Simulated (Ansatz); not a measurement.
Input

```
crystal:
  lattice:
    - [3.836, 0.0, 0.0]
    - [-1.918, 3.3220734489, 0.0]
    - [0.0, 0.0, 4.948]
  atoms:
    - { symbol: Ni, position: [0.6666666667, 0.3333333333, 0.75], spin: 1.0 }
    - { symbol: Ni, position: [0.3333333333, 0.6666666667, 0.25], spin: 1.0 }
    - { symbol: Ni, position: [0.0, 0.0, 0.5], spin: 1.0 }
    - { symbol: Ni, position: [0.0, 0.0, 0.0], spin: 1.0 }
    - { symbol: Si, position: [0.6666666667, 0.3333333333, 0.25] }
    - { symbol: Si, position: [0.3333333333, 0.6666666667, 0.75] }
hamiltonian:
  xc: pbesol
  pseudopotentials: { kind: paw }
  dispersion: d4
magnetization:
  spin_polarized: true
kpoints:
  mp_grid: { grid: [8, 8, 6] }
scf:
  occupations: { method: fermi_dirac, width: 0.05 }
output:
  forces: true
  stress: true
  eigenvalues: true
  write_density: true
  write_potential: true
  elf: true
  volumetric_format: npy
relax:
  f_tol: 0.01
  max_steps: 40
  cell: { stress_tol: 0.05 }
```

Command:

```sh
ansatz run input.yaml --threads 2 --pin off --max-ram 5632MiB --backend cpu --events-out ev --progress --plain --runs-dir out
```

Below, planes, directions and counts refer to the conventional cell (a = 3.85 Å, b = 3.85 Å, c = 4.88 Å, α = 90.00°, β = 90.00°, γ = 120.00°).

The fields are those of the relaxed geometry.

Space group P6₃/mmc; the program warned that a starting moment wasn't kept; spin-polarised, but the moments vanished.

Theory: Kohn-Sham DFT of a periodic cell, PBEsol with D4, Ansatz PAW (Ansatz 0.2.0).

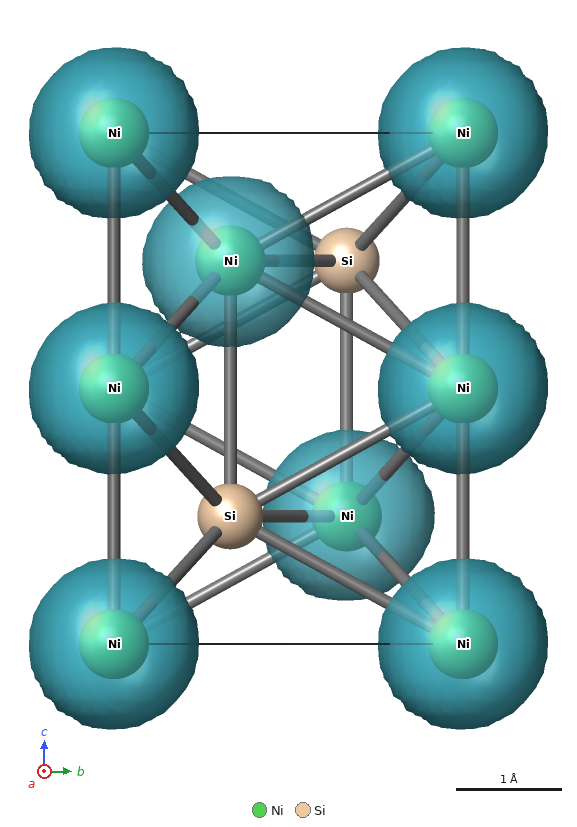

SiNi$_{2}$. Isosurface of the valence electron density at 1 e/Å³ (cyan), seen along the a axis. Sticks mark near contacts.

Core electrons are frozen (PAW), and the valence fields are smoothed inside the atomic spheres.

Q: Which contacts does the surface bridge?

A: At this value the density breaks into separate islands; it holds about 75 % of the electrons treated as valence (semicore included). It bridges none of the near contacts. It is pinched off along the shortest Si–Ni (2.22 Å), Ni–Ni (2.44 Å), Si–Ni (2.44 Å) and Ni–Ni (2.54 Å) contacts. On the grid the lowest density along these lines, outside the cores, is 0.48 e/Å³ (Si–Ni, 2.22 Å), 0.36 e/Å³ (Ni–Ni, 2.44 Å), 0.36 e/Å³ (Si–Ni, 2.44 Å) and 0.32 e/Å³ (Ni–Ni, 2.54 Å).

Q: Does the calculation give a band gap?

A: It is gapless in this calculation (a metal or semimetal).
